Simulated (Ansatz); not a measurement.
KBr (2 atoms in the cell), run with Ansatz.

```
crystal:
  lattice:
    - [0.0, 3.3526733426, 3.3526733426]
    - [3.3526733426, 0.0, 3.3526733426]
    - [3.3526733426, 3.3526733426, 0.0]
  atoms:
    - { symbol: K, position: [0.0, 0.0, 0.0] }
    - { symbol: Br, position: [0.5, 0.5, 0.5] }
basis:
  ecutwfc: 420
  ecutrho_ratio: 4
kpoints:
  mp_grid: { grid: [10, 10, 10] }
hamiltonian:
  xc: pbe
scf:
  occupations: { method: gaussian, width: 0.05 }
  mixing: { algorithm: broyden, beta: 1.0, ndim: 1, preconditioner: none }
  max_iter: 80
output:
  forces: true
  stress: true
```

Command:
```bash
ansatz run input.yaml --threads 2 --pin off --max-ram 2662MiB --backend cpu --events-out ev --progress --plain --runs-dir out
```

Q: How does the iteration go?

A: The run converged; it took 4 iterations. The residual falls almost steadily, with no more than small rises or pauses. The input holds an odd setting (mixing far too strong), but it does no harm here: the energy lies within 1 meV per atom of a run with usual settings.

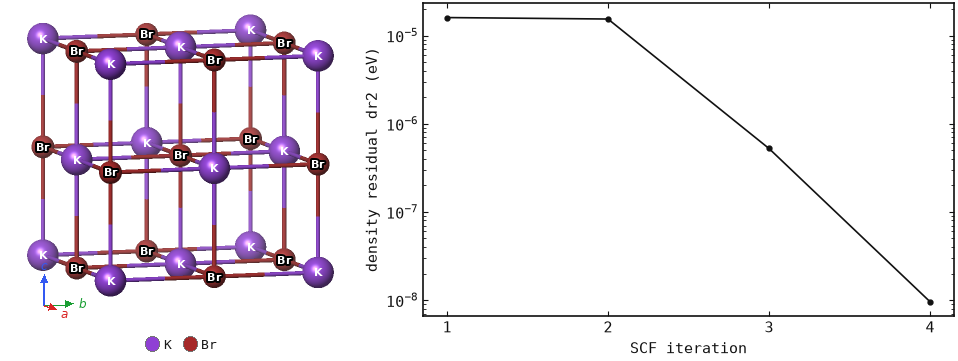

Beside the plot: the structure in its conventional cell.

SCF iterations of a calculation: density residual dr2. The starting density is a sum of atomic densities corrected by a trained network, so the first residual is already small.
